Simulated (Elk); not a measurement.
## Polar Kerr effect of VPt3

Aim: the polar Kerr rotation of VPt3 from the optical conductivity tensor.

Main program and level: Elk 11.2.3 (patched build); LDA (Perdew-Wang); all-electron APW+lo, Dirac cores, scalar-relativistic bands with second-variational spin-orbit coupling.

**1. The structure**

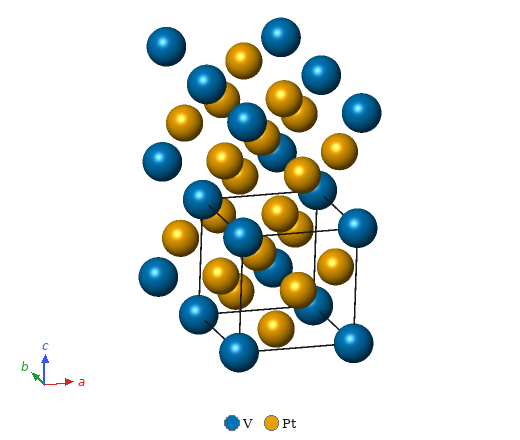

Start, viewed slightly off an axis; vanadium blue, platinum orange. 1×2×2 cells are drawn. Some periodic images of atoms are drawn too.

**2. Self-consistent run**

In a ferromagnet the Kerr effect comes from exchange splitting and spin–orbit coupling together. The parallel order is imposed here; no other order was tried.

In this input [111] lies along z, the axis of the moments and of the light.

The last three numbers of an atom's line are a seed field in its sphere. It points against the wanted moment and shrinks by the factor reducebf each loop.

File elk.in:

```
tasks
  0
  15

xctype
  3

rgkmax
  7.0

nempty
  14

swidth
  0.005

reducebf
  0.5

epsengy
  1e-05

maxscl
  100

lmaxi
  3

spinpol
  .true.

spinorb
  .true.

cmagz
  .true.

sppath
  './'

avec
  5.76777062200 -1.54546948030 4.22230114170
  -1.54546948030 5.76777062200 4.22230114170
  -4.22230114170 -4.22230114170 4.22230114170

atoms
  2
  'V.in'
  1
  0.0000000000 0.0000000000 0.0000000000   0.000000 0.000000 -0.045000
  'Pt.in'
  3
  0.0000000000 0.5000000000 0.5000000000   0.000000 0.000000 -0.018000
  0.5000000000 0.0000000000 0.5000000000   0.000000 0.000000 -0.018000
  0.5000000000 0.5000000000 0.0000000000   0.000000 0.000000 -0.018000

ngridk
  6 6 6
```

Command:

```sh
> OMP_NUM_THREADS=4 elk
```

Numbers of over 12 decimals in the logs are rounded to 6 here.

Output:

```text
Warning(gndstate): core states of species 2 leak from the muffin-tin :   0.5467106638E-03
Warning(chksvso): spin-orbit splittings by the second variation are low [figures from our tests cut]: local-orbitals by j (lorbdm 7 and 8, zora) mend levels alone

--- INFO.OUT ---
┌─────────────────────────┐
│ Elk code version 11.2.3 │
└─────────────────────────┘

All units are atomic (Hartree, Bohr, etc.)

┌─────────────────────────────────────────────────┐
│ Ground-state run starting from atomic densities │
└─────────────────────────────────────────────────┘

Lattice vectors :
   5.767770622      -1.545469480       4.222301142
  -1.545469480       5.767770622       4.222301142
  -4.222301142      -4.222301142       4.222301142

Species : 1 (V)
 parameters loaded from : V.in
 name : vanadium
 nuclear charge    :   -23.00000000
 electronic charge :    23.00000000
 atomic mass :    92860.67382
 muffin-tin radius :    2.400000000
 number of radial points in muffin-tin :    497
 inner part over the whole radius :   0.9920165687E-02
 number on inner part of muffin-tin    :    350
 approximate nuclear radius :   0.6897515165E-04
 number of mesh points to nuclear radius :    164
 atomic positions (lattice), magnetic fields (Cartesian) :
  1 :   0.00000000  0.00000000  0.00000000    0.00000000  0.00000000 -0.04500000

Species : 2 (Pt)
 parameters loaded from : Pt.in
 name : platinum
 nuclear charge    :   -78.00000000
 electronic charge :    78.00000000
 atomic mass :    355605.4401
 muffin-tin radius :    2.560620834
 number of radial points in muffin-tin :    697
 inner part over the whole radius :   0.9850079452E-02
 number on inner part of muffin-tin    :    499
 approximate nuclear radius :   0.1029052813E-03
 number of mesh points to nuclear radius :    263
 atomic positions (lattice), magnetic fields (Cartesian) :
  1 :   0.00000000  0.50000000  0.50000000    0.00000000  0.00000000 -0.01800000
  2 :   0.50000000  0.00000000  0.50000000    0.00000000  0.00000000 -0.01800000
  3 :   0.50000000  0.50000000  0.00000000    0.00000000  0.00000000 -0.01800000

Total number of atoms per unit cell :    4
Total muffin-tin volume :    268.8879735
 ratio of muffin-tin to unit cell volume :   0.6874512119

Spin treatment :
 spin-polarised
 spin-orbit coupling
 global magnetic field (Cartesian) :    0.000000000       0.000000000       0.000000000
 collinear magnetisation in z-direction

Number of Bravais lattice symmetries :   48
Number of crystal symmetries         :    6
Crystal has inversion symmetry
Real symmetric eigensolver will be used

k-point grid :      6     6     6
k-point offset :    0.000000000       0.000000000       0.000000000
k-point set is reduced with full crystal symmetry group
Total number of k-points :       40

Muffin-tin radius times maximum |G+k| :    7.000000000
 using average radius
Maximum |G+k| for APW functions       :    2.777264617
Maximum (1/2)|G+k|²                   :    3.856599375
Maximum |G| for potential and density :    12.00000000
Constant for pseudocharge density :    8
 order of it for each species :   15  15
 order of it for pair densities of each species (exact exchange by exxq0 0: 15) :    8  10
Radial integration step length :    1

G-vector grid sizes :     28    28    28
Number of G-vectors :    11459

Maximum angular momentum used for
 APW functions            :    8
 outer part of muffin-tin :    6
 inner part of muffin-tin :    3

Number of empty states         :     56
Total number of valence states :    216
Total number of core states    :    154

Third-order local-orbitals added for an l without core states : T
Total number of local-orbitals :    132

Exchange-correlation functional :      3     0     0
 Perdew-Wang/Ceperley-Alder, Phys. Rev. B 45, 13244 (1992)
 gradient requirement :    0
 local density approximation (LDA)

Smearing type :    3
 Fermi-Dirac
Smearing width :   0.5000000000E-02
Effective electronic temperature (K) :    1578.875124

Mixing type :    3
 Broyden mixing, J. Phys. A: Math. Gen. 17, L317 (1984)

Kohn-Sham potential initialised from atomic data

┌──────────────────────────────┐
│ Self-consistent loop started │
└──────────────────────────────┘

┌─────────────────┐
│ Loop number : 1 │
└─────────────────┘

Energies :
 Fermi                       :     0.246998
 sum of occupied eigenvalues :     -34538.247743000
 electron kinetic            :      64192.493714243
 core electron kinetic       :      61665.640990192
 Coulomb                     :     -119365.57155976
 Coulomb potential           :     -97376.024049984
 nuclear-nuclear             :     -5525.7252993510
 electron-nuclear            :     -130449.09989629
 Hartree                     :      16609.253635881
 Madelung                    :     -70677.559534766
 xc potential                :     -1354.5096948199
 xc effective B-field        :    -0.92922419849162E-01
 external B-field            :      0.000000
 exchange                    :     -1056.4252532478
 correlation                 :     -26.347459680326
 electron entropic           :    -0.10782739680451E-01
 total energy                :     -56255.861341184
 (external B-field energy excluded from total)

Density of states at Fermi energy :    133.6654800
 (states/Hartree/unit cell)

Estimated indirect band gap :   0.4926769872E-03
 from k-point 33 to k-point 1
Estimated direct band gap   :   0.1635673400E-02
 at k-point 19

Charges :
 core                        :    154.0000000
 valence                     :    103.0000000
 interstitial                :    5.384502883
 muffin-tins (core leakage)
  species : 1 (V)
   atom 1                    :    23.57902805     ( -0.3557350377E-05)
  species : 2 (Pt)
   atom 1                    :    76.01215635     (  0.6203330214E-03)
   atom 2                    :    76.01215635     (  0.6203330214E-03)
   atom 3                    :    76.01215635     (  0.6203330214E-03)
 total in muffin-tins        :    251.6154971
 total calculated charge     :    256.9958394
 total charge                :    257.0000000
 error                       :   0.4160632534E-02

Moments :
 interstitial                :  -0.7736693755E-01
 muffin-tins
  species : 1 (V)
   atom 1                    :    1.813561689
  species : 2 (Pt)
   atom 1                    :   0.9700581991
   atom 2                    :   0.9700581991
   atom 3                    :   0.9700581991
 total in muffin-tins        :    4.723736286
 total moment                :    4.646369349

[... earlier loops left out ...]

┌──────────────────┐
│ Loop number : 24 │
└──────────────────┘

Energies :
 Fermi                       :     0.410597
 sum of occupied eigenvalues :     -34521.228200582
 electron kinetic            :      64232.477307048
 core electron kinetic       :      61673.328702287
 Coulomb                     :     -119405.00556755
 Coulomb potential           :     -97314.357897821
 nuclear-nuclear             :     -5525.7252993510
 electron-nuclear            :     -130592.02885556
 Hartree                     :      16712.748587368
 Madelung                    :     -70747.826618636
 xc potential                :     -1439.3224813248
 xc effective B-field        :    -0.25128544829976E-01
 external B-field            :      0.000000
 exchange                    :     -1057.9654705200
 correlation                 :     -26.389576835763
 electron entropic           :    -0.96583058905724E-02
 total energy                :     -56256.892966160
 (external B-field energy excluded from total)

Density of states at Fermi energy :    118.8706361
 (states/Hartree/unit cell)

Estimated indirect band gap :   0.2141327541E-03
 from k-point 26 to k-point 24
Estimated direct band gap   :   0.1149620521E-02
 at k-point 15

Charges :
 core                        :    154.0000000
 valence                     :    103.0000000
 interstitial                :    4.816406193
 muffin-tins (core leakage)
  species : 1 (V)
   atom 1                    :    21.57406950     ( -0.3557353855E-05)
  species : 2 (Pt)
   atom 1                    :    76.86984144     (  0.5467106638E-03)
   atom 2                    :    76.86984144     (  0.5467106638E-03)
   atom 3                    :    76.86984144     (  0.5467106638E-03)
 total in muffin-tins        :    252.1835938
 total calculated charge     :    256.9961263
 total charge                :    257.0000000
 error                       :   0.3873730350E-02

Moments :
 interstitial                :   0.8808317563E-01
 muffin-tins
  species : 1 (V)
   atom 1                    :    1.213379305
  species : 2 (Pt)
   atom 1                    :  -0.2003402989E-01
   atom 2                    :  -0.2003402989E-01
   atom 3                    :  -0.2003402989E-01
 total in muffin-tins        :    1.153277216
 total moment                :    1.241360391

┌──────────────────────────────┐
│ Self-consistent loop stopped │
└──────────────────────────────┘

Warning : core states of species 2 leak from the muffin-tin :   0.5467106638E-03

Wrote STATE.OUT
```

Elapsed: 6.6 min, on 4 threads of Arm Neoverse V1, shared host; peak memory 0.54 GiB; 26 min of CPU time.

Spin moment in the muffin-tin sphere by atom:

| atom | spin moment in the muffin-tin sphere (μB) |
| --- | --- |
| V1 | 1.21 |
| Pt2 | -0.02 |
| Pt3 | -0.02 |
| Pt4 | -0.02 |

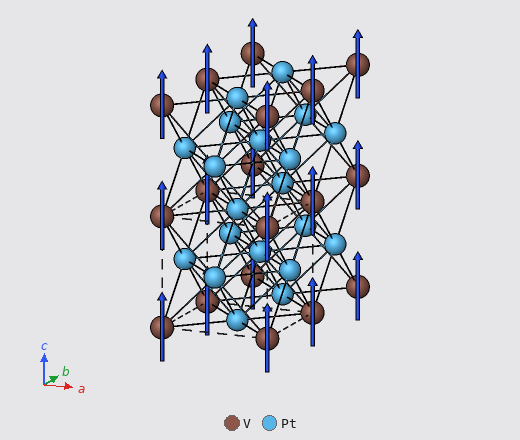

Spin moment in the muffin-tin sphere as arrows, the longest 1.21 μB. Up and down stand for the sign. Arrows give size and sign along the axis of quantisation, drawn up and down the page. 1×2×2 cells are drawn. Some periodic images of atoms are drawn too.

Read from the output:

```
density of states at the Fermi level : 4.368 states/eV/cell
moment between the spheres           : 0.08808 μB
magnetization                        : 1.241 μB
final state                          : ferromagnetic
```

The moments seeded on 3 Pt atoms fell under 0.15 μB.

After 24 cycles the largest moment stands at 1.21 μB.

Orbital moment <L> in the sphere by atom:

| atom | x (μB) | y (μB) | z (μB) | size |
| --- | --- | --- | --- | --- |
| V1 | 0.0000 | 0.0000 | 0.0305 | 0.0305 |
| Pt2 | -0.0003 | 0.0001 | -0.0213 | 0.0213 |
| Pt3 | 0.0001 | -0.0003 | -0.0213 | 0.0213 |
| Pt4 | 0.0002 | 0.0002 | -0.0213 | 0.0213 |

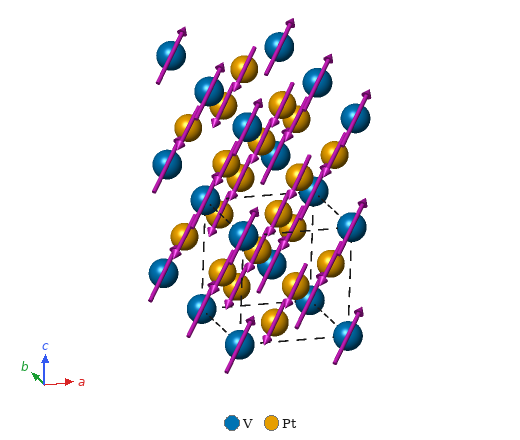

Orbital moment <L> in the sphere as arrows, the longest 0.0305 μB. 1×2×2 cells are drawn. Some periodic images of atoms are drawn too.

**3. States and momentum matrix elements on a finer mesh**

Optical spectra need more k points than the density, so the states are solved once on a finer mesh in the saved potential.

File elk.in:

```
tasks
  1
  120

xctype
  3

rgkmax
  7.0

nempty
  14

swidth
  0.005

reducebf
  0.5

epsengy
  1e-05

maxscl
  1

lmaxi
  3

spinpol
  .true.

spinorb
  .true.

cmagz
  .true.

sppath
  './'

avec
  5.76777062200 -1.54546948030 4.22230114170
  -1.54546948030 5.76777062200 4.22230114170
  -4.22230114170 -4.22230114170 4.22230114170

atoms
  2
  'V.in'
  1
  0.0000000000 0.0000000000 0.0000000000   0.000000 0.000000 -0.000045
  'Pt.in'
  3
  0.0000000000 0.5000000000 0.5000000000   0.000000 0.000000 -0.000018
  0.5000000000 0.0000000000 0.5000000000   0.000000 0.000000 -0.000018
  0.5000000000 0.5000000000 0.0000000000   0.000000 0.000000 -0.000018

ngridk
  10 10 10
```

Command:

```sh
> OMP_NUM_THREADS=4 elk
```

Output:

```text
Warning(gndstate): core states of species 2 leak from the muffin-tin :   0.5467106668E-03
Warning(chksvso): spin-orbit splittings by the second variation are low [figures from our tests cut]: local-orbitals by j (lorbdm 7 and 8, zora) mend levels alone

--- INFO.OUT ---
┌─────────────────────────┐
│ Elk code version 11.2.3 │
└─────────────────────────┘

All units are atomic (Hartree, Bohr, etc.)

┌──────────────────────────────────────────┐
│ Ground-state run resuming from STATE.OUT │
└──────────────────────────────────────────┘

Lattice vectors :
   5.767770622      -1.545469480       4.222301142
  -1.545469480       5.767770622       4.222301142
  -4.222301142      -4.222301142       4.222301142

Species : 1 (V)
 muffin-tin radius :    2.400000000
 atomic positions (lattice), magnetic fields (Cartesian) :
  1 :   0.00000000  0.00000000  0.00000000    0.00000000  0.00000000  0.00000000

Species : 2 (Pt)
 muffin-tin radius :    2.560620834
 atomic positions (lattice), magnetic fields (Cartesian) :
  1 :   0.00000000  0.50000000  0.50000000    0.00000000  0.00000000  0.00000000
  2 :   0.50000000  0.00000000  0.50000000    0.00000000  0.00000000  0.00000000
  3 :   0.50000000  0.50000000  0.00000000    0.00000000  0.00000000  0.00000000

Total number of atoms per unit cell :    4
Total muffin-tin volume :    268.8879735
 ratio of muffin-tin to unit cell volume :   0.6874512119

Spin treatment :
 spin-polarised
 spin-orbit coupling
 global magnetic field (Cartesian) :    0.000000000       0.000000000       0.000000000
 collinear magnetisation in z-direction

Number of Bravais lattice symmetries :   48
Number of crystal symmetries         :    6
Crystal has inversion symmetry
Real symmetric eigensolver will be used

[...]
nuclear-nuclear             :     -5525.7252993510
 electron-nuclear            :     -130592.09103151
 Hartree                     :      16712.800325598
 Madelung                    :     -70747.828685779
 xc potential                :     -1439.3175612083
 xc effective B-field        :    -0.25235538635044E-01
 external B-field            :      0.000000
 exchange                    :     -1057.9657223084
 correlation                 :     -26.389563789012
 electron entropic           :    -0.95457510289048E-02
 total energy                :     -56256.891200604
 (external B-field energy excluded from total)

Density of states at Fermi energy :    116.7020509
 (states/Hartree/unit cell)

Estimated indirect band gap :   0.2160171690E-03
 from k-point 134 to k-point 56
Estimated direct band gap   :   0.1500731867E-02
 at k-point 31

Charges :
 core                        :    154.0000000
 valence                     :    103.0000000
 interstitial                :    4.816966025
 muffin-tins (core leakage)
  species : 1 (V)
   atom 1                    :    21.57199243     ( -0.3557354281E-05)
  species : 2 (Pt)
   atom 1                    :    76.87034718     (  0.5467106668E-03)
   atom 2                    :    76.87034718     (  0.5467106668E-03)
   atom 3                    :    76.87034718     (  0.5467106668E-03)
 total in muffin-tins        :    252.1830340
 total calculated charge     :    256.9961479
 total charge                :    257.0000000
 error                       :   0.3852068370E-02

Moments :
 interstitial                :   0.8848178058E-01
 muffin-tins
  species : 1 (V)
   atom 1                    :    1.216022029
  species : 2 (Pt)
   atom 1                    :  -0.2168707938E-01
   atom 2                    :  -0.2168707938E-01
   atom 3                    :  -0.2168707938E-01
 total in muffin-tins        :    1.150960791
 total moment                :    1.239442571

┌──────────────────────────────┐
│ Self-consistent loop stopped │
└──────────────────────────────┘

Warning : core states of species 2 leak from the muffin-tin :   0.5467106668E-03
```

Run time: 3.4 min. Hardware: 4 threads; peak memory 1.1 GiB; 14 min of CPU time.

Numbers from this step:

```yaml
magnetization: 1.239 μB
largest_moment: 1.216 μB
```

The moments seeded on 3 Pt atoms fell under 0.15 μB.

**4. Optics with a broadening of 0.30 eV**

The broadening stands for the lifetime of the excited states; it lowers and widens the peaks.

Changes to elk.in since step 3:

```diff
@@ -1,4 +1,4 @@
 tasks
-  1
-  120
+  121
+  122
 
@@ -14,3 +14,3 @@
 swidth
-  0.005
+  0.011
 
@@ -23,3 +23,3 @@
 maxscl
-  1
+  100
 
@@ -36,2 +36,5 @@
   .true.
+
+intraband
+  .false.
 
@@ -58 +61,10 @@
   10 10 10
+
+wplot
+  240 100 0
+  0.00000 0.30000
+
+optcomp
+  1 1
+  1 2
+  3 3
```

Command:

```sh
> OMP_NUM_THREADS=4 elk
```

Output:

```text
┌─────────────────────────────────┐
│ Elk code version 11.2.3 started │
└─────────────────────────────────┘

┌────────────────────┐
│ Current task : 121 │
└────────────────────┘

Info(checkmt): changed muffin-tin radius of species 2 (Pt) from   2.8000 to   2.5606

Info(dielectric):
 dielectric tensor written to EPSILON_ij.OUT
 optical conductivity written to SIGMA_ij.OUT
 for components
  i = 1, j = 1
  i = 1, j = 2
  i = 3, j = 3

┌────────────────────┐
│ Current task : 122 │
└────────────────────┘

Warning(chksvso): spin-orbit splittings by the second variation are low [figures from our tests cut]: local-orbitals by j (lorbdm 7 and 8, zora) mend levels alone

Info(dielectric):
 dielectric tensor written to EPSILON_ij.OUT
 optical conductivity written to SIGMA_ij.OUT
 for components
  i = 1, j = 1
  i = 1, j = 2

Info(moke):
 complex Kerr angle in degrees written to KERR.OUT

┌──────────────────┐
│ Elk code stopped │
└──────────────────┘
```

The job ended after 1.9 min (4 threads; peak memory 0.05 GiB; 7.6 min of CPU time).

(Part 1 of 2 ends here.)

[Logs and program files are shortened in this print: banners, set-up blocks, solver, clock and traceback lines can be left out without a mark of their own.]

[Logs are printed without paths, hosts, clocks, repeated set-up lines and the standing remarks that a program may print on its own settings, such as how far it seeks lower states.]

[Hosts, paths, dates, database ids (printed as entryN), source tags and the programs' standing remarks are cut or masked in the printed files.]

[Where a cell is said to come from a database of computed structures, the database is the Materials Project.]
